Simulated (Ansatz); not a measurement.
## Si₂C₃: a changed input and its effect

System: Si₂C₃ (P6₃/mmc, 10 atoms in the cell).
Method of the first run: DFT PBE, scalar-relativistic, plane waves, PAW, spin-polarised (Ansatz 0.2.0).

The structure was made by a generator, so it may or may not be a known phase. Text and figures count atoms from 1; the logs count them from 0 in places.

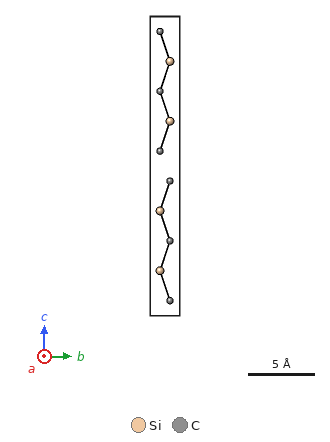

Figure 1. The input geometry (ball-and-stick view of the cell of the calculation, along the a axis). An atom can appear more than once, as a periodic image.

### Input file, the first run
```yaml
crystal:
  lattice:
    - [2.63596702, 0.0, 0.0]
    - [-1.31798351, 2.2828144, 0.0]
    - [0.0, 0.0, 22.87837167]
  atoms:
    - { symbol: Si, position: [0.66666667, 0.33333333, 0.15] }
    - { symbol: Si, position: [0.66666667, 0.33333333, 0.35] }
    - { symbol: Si, position: [0.33333333, 0.66666667, 0.65] }
    - { symbol: Si, position: [0.33333333, 0.66666667, 0.85] }
    - { symbol: C, position: [0.66666667, 0.33333333, 0.75], spin: 1.0 }
    - { symbol: C, position: [0.66666667, 0.33333333, 0.95], spin: 1.0 }
    - { symbol: C, position: [0.66666667, 0.33333333, 0.55], spin: 1.0 }
    - { symbol: C, position: [0.33333333, 0.66666667, 0.05], spin: 1.0 }
    - { symbol: C, position: [0.33333333, 0.66666667, 0.25], spin: 1.0 }
    - { symbol: C, position: [0.33333333, 0.66666667, 0.45], spin: 1.0 }
basis:
  ecutwfc: 420
kpoints:
  mp_grid: { grid: [6, 6, 1] }
hamiltonian:
  xc: pbe
scf:
  occupations: { method: gaussian, width: 0.1 }
  lower_state_search: "off"
output:
  forces: true
  stress: true
  eigenvalues: true
  populations: true
magnetization:
  spin_polarized: true
```

Launched with:
```bash
ansatz run input.yaml --threads 1 --pin off --max-ram 2560MiB --backend cpu --events-out ev --progress --plain --runs-dir out
```

Hardware: 1 thread of Intel Xeon @ 2.50GHz (Skylake/Cascade Lake), 189 GiB of memory available, shared host.

### Output, shortened to warnings, some set-up lines, iterations and results (the first run)
```
WARN: the starting moments were not kept: the SCF closed with an absolute magnetisation of 5.2e-5 μB, where they sum to 6 μB in size (6 sites). That is at most 0.1 of that sum. Measured as dr2_m measures the in/out step, that magnetisation stands 3.6e-10 eV from none, at or under the dr2_threshold of 1.0e-7 eV: it is no larger than a step whose dr2_m would equal this threshold. The system may …
Basis set: ecut = 420 eV, 2759 PW (Γ), exchange–correlation on 36×36×320 points (8 copies of the dense FFT grid, shifted against one another)
Symmetry: 24 space group operations
k-points: 7 of 36
Initial density: superposition of atomic densities (chi_scale 0.1, normalization cell, long waves kept (reshape's long-wave potential 0.78 eV rms))
[...]
SCF iter   1: F=—  HF=-4018.060533 eV  |F-HF|=—  |Δ(HF+E_count)|=         —  Δρ=5.40e-2 (↑5.40e-2 ↓3.37e-2)  dr2=7.21e1  dr2_m=1.03e0  M=1.377 μB ∫|m|=1.982 μB  β_m=0.30  …
SCF iter   2: F=—  HF=-4016.088826 eV  |F-HF|=—  |Δ(HF+E_count)|=    1.97e0  Δρ=2.81e-2 (↑2.81e-2 ↓1.43e-2)  dr2=1.02e1  dr2_m=3.79e-1  M=1.957 μB ∫|m|=2.126 μB  β_m=0.30  …
SCF iter   3: F=—  HF=-4015.780732 eV  |F-HF|=—  |Δ(HF+E_count)|=   3.08e-1  Δρ=1.76e-2 (↑1.76e-2 ↓1.41e-2)  dr2=9.11e-1  dr2_m=2.37e-1  M=1.709 μB ∫|m|=1.878 μB  β_m=0.30  …
SCF iter   4: F=—  HF=-4015.768017 eV  |F-HF|=—  |Δ(HF+E_count)|=   1.27e-2  Δρ=1.25e-2 (↑9.49e-3 ↓1.25e-2)  dr2=2.35e-1  dr2_m=1.40e-1  M=1.602 μB ∫|m|=1.720 μB  β_m=0.30  …
SCF iter   5: F=—  HF=-4015.826228 eV  |F-HF|=—  |Δ(HF+E_count)|=   5.82e-2  Δρ=1.00e-2 (↑8.96e-3 ↓1.00e-2)  dr2=1.05e-1  dr2_m=1.06e-1  M=1.347 μB ∫|m|=1.475 μB  β_m=0.30  …
[... 11 lines ...]
SCF iter  17: F=-4015.997614 eV  HF=-4015.997614 eV  |F-HF|=3.12e-9  |Δ(HF+E_count)|=   3.32e-7  Δρ=4.95e-6 (↑4.95e-6 ↓4.06e-6)  dr2=1.86e-8  dr2_m=2.52e-8  M=0.000 μB …
SCF iter  18: F=-4015.997614 eV  HF=-4015.997614 eV  |F-HF|=4.36e-8  |Δ(HF+E_count)|=   5.63e-8  Δρ=2.32e-6 (↑8.80e-7 ↓2.32e-6)  dr2=4.78e-8  dr2_m=2.89e-9  M=0.000 μB …
SCF iter  19: F=-4015.997614 eV  HF=-4015.997614 eV  |F-HF|=1.85e-8  |Δ(HF+E_count)|=   5.78e-9  Δρ=1.23e-6 (↑2.14e-7 ↓1.23e-6)  dr2=1.95e-8  dr2_m=5.08e-10  M=0.000 μB …
SCF iter  20: F=-4015.997614 eV  HF=-4015.997614 eV  |F-HF|=4.07e-10  |Δ(HF+E_count)|=  7.98e-10  Δρ=2.57e-7 (↑2.57e-7 ↓1.03e-7)  dr2=4.58e-10  dr2_m=3.78e-11  M=0.000 μB …
SCF 1 converged in 20 iterations: F = -4015.997614 eV  dr2 = 4.58e-10
SCF converged after 20 iterations
Magnetization: 0.0000 μB (20.0000 up, 20.0000 down)
Absolute magnetization: 0.0001 μB (∫|ρ↑−ρ↓|, with the PAW one-centre terms)
Spin contamination: 0.0000 ħ² per cell (⟨S²⟩ above its minimum at these occupations)
Per-site moments (μB) at R_I (Å): [(7.021249498951424e-7, 1.087336395069356), (7.021249498905863e-7, 1.087336395069356), (7.021249498822966e-7, 1.087336395069356), (7.021249498829278e-7, 1.087336395069356), (1.6940224864272883e-5, 1.087336395069356), (1.187462624607171e-6, 1.087336395069356), …
Free energy (F): -4015.997614 eV
Harris-Foulkes:  -4015.997614 eV  (|F-HF|=4.07e-10)
Internal energy: -4015.954487 eV  (E = F + TS)
E sigma→0 (E₀):  -4015.976050 eV
Entropy (-TS):   -0.043127 eV (-4.313 meV/atom)
Fermi energy:    6.173966 eV
--- Per-component energies (eV) ---
  E_band       = 35.669841
  E_kinetic    = 580.633204
  E_local      = -460.331528  (includes V_loc(G=0)·N_el)
  E_nonlocal   = 271.569529
  E_hartree    = 89.513433
  E_xc         = -480.662103
  E_vxc        = -505.979253  (∫ρ·V_xc dr)
  E_paw        = -2629.218002  (= ΣΔE_a)
  E_vpaw       = -29.248997  (= ΣTr[D̂ρ^β])
  E_aug_tail   = 0.000030  (compensation charges beyond the density's cutoff)
  E_ewald      = -1387.459050
  E_smearing   = -0.043127  (= −TS)
  E_closure    = 0.000000  (closes the sum)
  Σ components = -4015.997614   (vs F -4015.997614, Δ=0.00e0)
--- Forces (eV/Å), atoms counted from 1 ---
  atom   1  Si     0.00000000     0.00000000     0.24237602
  atom   2  Si    -0.00000000     0.00000000    -0.24237602
  atom   3  Si    -0.00000000    -0.00000000     0.24237602
  atom   4  Si     0.00000000    -0.00000000    -0.24237602
  atom   5  C     -0.00000000     0.00000000     0.00000000
  atom   6  C      0.00000000     0.00000000     0.19585984
  atom   7  C      0.00000000     0.00000000    -0.19585984
  atom   8  C      0.00000000    -0.00000000    -0.19585984
  atom   9  C     -0.00000000    -0.00000000    -0.00000000
  atom  10  C      0.00000000    -0.00000000     0.19585984
  max |Σ_I F_I| component: 1.11e-16 eV/Å
--- Stress (GPa, compression-positive) ---
      -17.693554       0.000000       0.000000
       -0.000000     -17.693554      -0.000000
        0.000000      -0.000000     -23.629454
  P = ⅓ Tr σ = -19.6722 GPa (-196.722 kbar)
--- Löwdin populations: 10 sites ---
  site symbol       q [e]    m [muB]
     0     Si      3.6051     0.0000
     1     Si      3.6051     0.0000
     2     Si      3.6051     0.0000
     3     Si      3.6051     0.0000
     4      C      4.3094     0.0000
[...]
```

The input of the second run differs as follows (lines with − go, lines with + come):
```diff
-    - [2.63596702, 0.0, 0.0]
-    - [-1.31798351, 2.2828144, 0.0]
-    - [0.0, 0.0, 22.87837167]
+    - [2.6170719925, 0.0, 0.0]
+    - [-1.3085359963, 2.2664508291, 0.0]
+    - [0.0, 0.0, 22.8676493775]
-    - { symbol: Si, position: [0.66666667, 0.33333333, 0.15] }
-    - { symbol: Si, position: [0.66666667, 0.33333333, 0.35] }
-    - { symbol: Si, position: [0.33333333, 0.66666667, 0.65] }
-    - { symbol: Si, position: [0.33333333, 0.66666667, 0.85] }
-    - { symbol: C, position: [0.66666667, 0.33333333, 0.75], spin: 1.0 }
-    - { symbol: C, position: [0.66666667, 0.33333333, 0.95], spin: 1.0 }
-    - { symbol: C, position: [0.66666667, 0.33333333, 0.55], spin: 1.0 }
-    - { symbol: C, position: [0.33333333, 0.66666667, 0.05], spin: 1.0 }
-    - { symbol: C, position: [0.33333333, 0.66666667, 0.25], spin: 1.0 }
-    - { symbol: C, position: [0.33333333, 0.66666667, 0.45], spin: 1.0 }
+    - { symbol: Si, position: [0.6666666667, 0.3333333333, 0.195454248] }
+    - { symbol: Si, position: [0.6666666667, 0.3333333333, 0.304545752] }
+    - { symbol: Si, position: [0.3333333333, 0.6666666667, 0.695454248] }
+    - { symbol: Si, position: [0.3333333333, 0.6666666667, 0.804545752] }
+    - { symbol: C, position: [0.6666666667, 0.3333333333, 0.75], spin: 1.0 }
+    - { symbol: C, position: [0.6666666667, 0.3333333333, 0.9999835494], spin: 1.0 }
+    - { symbol: C, position: [0.6666666667, 0.3333333333, 0.5000164506], spin: 1.0 }
+    - { symbol: C, position: [0.3333333333, 0.6666666667, 1.64506e-05], spin: 1.0 }
+    - { symbol: C, position: [0.3333333333, 0.6666666667, 0.25], spin: 1.0 }
+    - { symbol: C, position: [0.3333333333, 0.6666666667, 0.4999835494], spin: 1.0 }
```

Predict how the results change.

With the same functional and potentials, the second run lies 2585.1 meV per atom lower. The net moment of the cell goes from 0.00 to 0.09 μB. The pressure goes from −19.67 to 0.09 GPa. The largest force goes from 0.242 to 0.014 eV/Å. The volume per atom goes from 13.77 to 13.56 Å³. The SCF takes 27 iterations against 20. The plane waves at Γ go from 2759 to 2711. On the same kind of shared host the second run took about 1.5 times as long.

### Output, shortened to warnings, some set-up lines, iterations and results (the second run)
```
Basis set: ecut = 420 eV, 2711 PW (Γ), exchange–correlation on 36×36×320 points (8 copies of the dense FFT grid, shifted against one another)
Symmetry: 24 space group operations
k-points: 7 of 36
[...]
SCF iter   1: F=—  HF=-4046.199392 eV  |F-HF|=—  |Δ(HF+E_count)|=         —  Δρ=7.91e-2 (↑4.78e-2 ↓7.91e-2)  dr2=2.87e1  dr2_m=2.33e0  M=0.111 μB ∫|m|=0.575 μB  β_m=0.30  …
SCF iter   2: F=—  HF=-4044.368521 eV  |F-HF|=—  |Δ(HF+E_count)|=    1.83e0  Δρ=4.41e-2 (↑3.53e-2 ↓4.41e-2)  dr2=4.13e1  dr2_m=7.80e-1  M=1.041 μB ∫|m|=1.203 μB  β_m=0.30  …
SCF iter   3: F=—  HF=-4042.611521 eV  |F-HF|=—  |Δ(HF+E_count)|=    1.76e0  Δρ=3.41e-2 (↑2.68e-2 ↓3.41e-2)  dr2=8.31e0  dr2_m=6.51e-1  M=0.213 μB ∫|m|=0.476 μB  β_m=0.30  …
SCF iter   4: F=—  HF=-4041.708264 eV  |F-HF|=—  |Δ(HF+E_count)|=   9.03e-1  Δρ=1.99e-2 (↑1.98e-2 ↓1.99e-2)  dr2=1.09e0  dr2_m=3.64e-1  M=0.111 μB ∫|m|=0.324 μB  β_m=0.30  …
SCF iter   5: F=—  HF=-4042.136342 eV  |F-HF|=—  |Δ(HF+E_count)|=   4.28e-1  Δρ=1.43e-2 (↑1.18e-2 ↓1.43e-2)  dr2=2.91e0  dr2_m=1.50e-1  M=0.333 μB ∫|m|=0.430 μB  β_m=0.30  …
[... 18 lines ...]
SCF iter  24: F=-4041.848420 eV  HF=-4041.848420 eV  |F-HF|=4.51e-9  |Δ(HF+E_count)|=   2.39e-7  Δρ=2.23e-6 (↑2.23e-6 ↓2.11e-6)  dr2=1.13e-8  dr2_m=5.43e-9  M=0.092 μB …
SCF iter  25: F=-4041.848420 eV  HF=-4041.848420 eV  |F-HF|=5.07e-10  |Δ(HF+E_count)|=   4.81e-8  Δρ=1.16e-6 (↑9.29e-7 ↓1.16e-6)  dr2=1.04e-9  dr2_m=1.32e-9  M=0.091 μB …
SCF iter  26: F=-4041.848420 eV  HF=-4041.848420 eV  |F-HF|=4.13e-10  |Δ(HF+E_count)|=   1.34e-8  Δρ=5.68e-7 (↑3.68e-7 ↓5.68e-7)  dr2=7.37e-10  dr2_m=2.66e-10  M=0.091 μB …
SCF iter  27: F=-4041.848420 eV  HF=-4041.848420 eV  |F-HF|=2.14e-11  |Δ(HF+E_count)|=   3.24e-9  Δρ=1.24e-7 (↑1.20e-7 ↓1.24e-7)  dr2=2.45e-12  dr2_m=1.84e-11  M=0.090 μB …
SCF 1 converged in 27 iterations: F = -4041.848420 eV  dr2 = 2.45e-12
SCF converged after 27 iterations
Magnetization: 0.0904 μB (20.0452 up, 19.9548 down)
Absolute magnetization: 0.0935 μB (∫|ρ↑−ρ↓|, with the PAW one-centre terms)
Spin contamination: 0.0000 ħ² per cell (⟨S²⟩ above its minimum at these occupations)
Per-site moments (μB) at R_I (Å): [(3.228041708787584e-5, 0.8082118173525715), (3.228041708788442e-5, 0.8082118173525715), (3.228041708790592e-5, 0.8082118173525715), (3.2280417087882694e-5, 0.8082118173525715), (-2.626363334973998e-6, 0.8082118173525715), (0.009403984562335849, …
Free energy (F): -4041.848420 eV
Harris-Foulkes:  -4041.848420 eV  (|F-HF|=2.14e-11)
Internal energy: -4041.826654 eV  (E = F + TS)
E sigma→0 (E₀):  -4041.837537 eV
Entropy (-TS):   -0.021766 eV (-2.177 meV/atom)
Fermi energy:    6.032040 eV
--- Per-component energies (eV) ---
  E_band       = -52.077189
  E_kinetic    = 710.639638
  E_local      = -1943.489135  (includes V_loc(G=0)·N_el)
  E_nonlocal   = 261.539629
  E_hartree    = 757.841033
  E_xc         = -513.063767
  E_vxc        = -549.542786  (∫ρ·V_xc dr)
  E_paw        = -2643.778076  (= ΣΔE_a)
  E_vpaw       = -46.906594  (= ΣTr[D̂ρ^β])
  E_aug_tail   = 0.000069  (compensation charges beyond the density's cutoff)
  E_ewald      = -671.516044
  E_smearing   = -0.021766  (= −TS)
  E_closure    = 0.000000  (closes the sum)
  Σ components = -4041.848420   (vs F -4041.848420, Δ=0.00e0)
--- Forces (eV/Å), atoms counted from 1 ---
  atom   1  Si     0.00000000     0.00000000    -0.01283377
  atom   2  Si     0.00000000     0.00000000     0.01283377
  atom   3  Si    -0.00000000    -0.00000000    -0.01283377
  atom   4  Si    -0.00000000    -0.00000000     0.01283377
  atom   5  C      0.00000000     0.00000000     0.00000000
  atom   6  C      0.00000000     0.00000000     0.01361854
  atom   7  C      0.00000000     0.00000000    -0.01361854
  atom   8  C     -0.00000000    -0.00000000    -0.01361854
  atom   9  C     -0.00000000    -0.00000000     0.00000000
  atom  10  C     -0.00000000    -0.00000000     0.01361854
  max |Σ_I F_I| component: 3.70e-16 eV/Å
--- Stress (GPa, compression-positive) ---
        0.059656      -0.000000       0.000000
       -0.000000       0.059656       0.000000
        0.000000       0.000000       0.146264
  P = ⅓ Tr σ = 0.0885 GPa (0.885 kbar)
--- Löwdin populations: 10 sites ---
  site symbol       q [e]    m [muB]
     0     Si      3.3986     0.0001
     1     Si      3.3986     0.0001
     2     Si      3.3986     0.0001
     3     Si      3.3986     0.0001
     4      C      4.9531    -0.0000
[...]
```

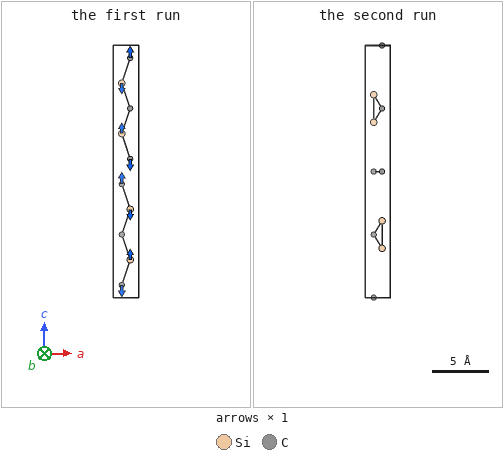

Figure 2. The two input geometries at one scale (ball-and-stick view of the cell of the calculation, along the b axis). The blue arrows on the first give the shifts of the atoms relative to the cell, at true length. The largest moves relative to the cell, 1.14 Å, are those of C atoms. Largest moves by element: C 1.14 Å, Si 1.04 Å. The drawn cell changes as follows: a = b 2.636 → 2.617 Å (−0.7 %), c 22.878 → 22.868 Å (0.0 %); the volume changes by −1.5 %. Among the contacts that change: Si–Si 4.576 → 2.495 Å, C–Si 2.748 → 4.718 Å, C–C 2.748 → 1.511 Å, C–Si 2.748 → 1.959 Å.

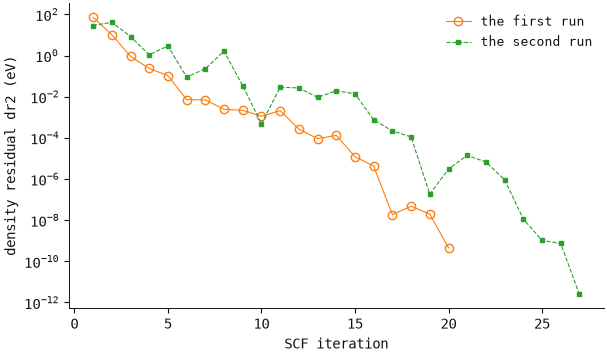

Figure 3. Convergence of the two runs: density residual dr2 against the SCF iteration. The first run takes 20 iterations in all, and the second run takes 27.

### The two runs side by side

| quantity | the first run | the second run |
| --- | --- | --- |
| outcome | converged | converged |
| free energy per atom (eV) | −401.5998 | −404.1848 |
| energy per atom, smearing taken to zero (eV) | −401.5976 | −404.1838 |
| gap on the mesh (eV) | 0.00 | 0.00 |
| net moment of the cell (μB) | 0.00 | 0.09 |
| absolute moment of the cell (μB) | 0.00 | 0.09 |
| pressure (GPa) | −19.67 | 0.09 |
| volume per atom (Å³) | 13.77 | 13.56 |
| largest force (eV/Å) | 0.242 | 0.014 |
| SCF iterations | 20 | 27 |
| irreducible k-points | 7 | 7 |
| plane waves at Γ | 2759 | 2711 |
| wall time (shared host) | 15 s | 23 s |

For the first run: Warnings: some starting moments were not kept. The cell is under a tension of 19.7 GPa at this level, so it is not at its equilibrium volume.
